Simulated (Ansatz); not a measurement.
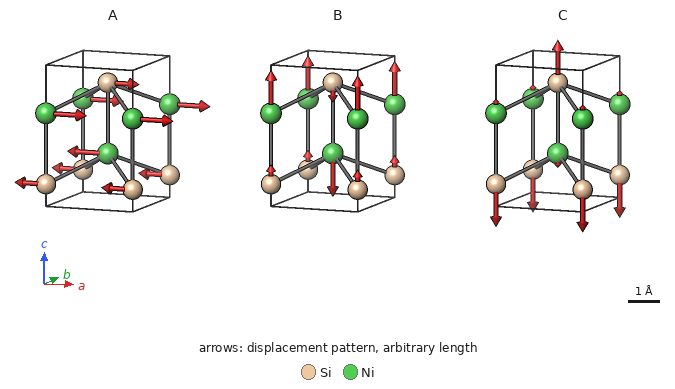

Three optical modes of solid SiNi at 1.02 times its rest volume at the zone centre, in no order. Displacements are drawn as red arrows; their common scale and sign are arbitrary. Style: ball-and-stick. Shown: the cell of the calculation, slightly off an axis.

Level of theory: DFT PBE, scalar-relativistic, plane waves, PAW in Ansatz 0.2.0. Set-up: plane-wave cutoff 420 eV; k-point mesh 14 × 12 × 10; occupations fermi dirac; smearing width 0.15 eV; no spin polarisation.

The frequencies depend somewhat on the k-mesh and the smearing.

### Order them from the lowest to the highest frequency (imaginary ones first).

A (169 cm⁻¹), B (235 cm⁻¹), C (390 cm⁻¹). A, B₂g: All motion is along a; atoms of one kind move against one another, with no net shift of any sublattice; it mainly bends the Ni–Si bonds; the kinetic energy is shared as Ni 80 %, Si 20 %. B, A_g: All motion is along c; atoms of one kind move against one another, with no net shift of any sublattice; the kinetic energy is shared as Ni 95 %, Si 5 %. C, A_g: All motion is along c; atoms of one kind move against one another, with no net shift of any sublattice; it stretches the shortest Ni–Si bonds (2.37 Å); the kinetic energy is shared as Si 95 %, Ni 5 %. The crystal is metallic in this run.

Limits of the set-up: an element that often carries a moment was run without spin polarisation.
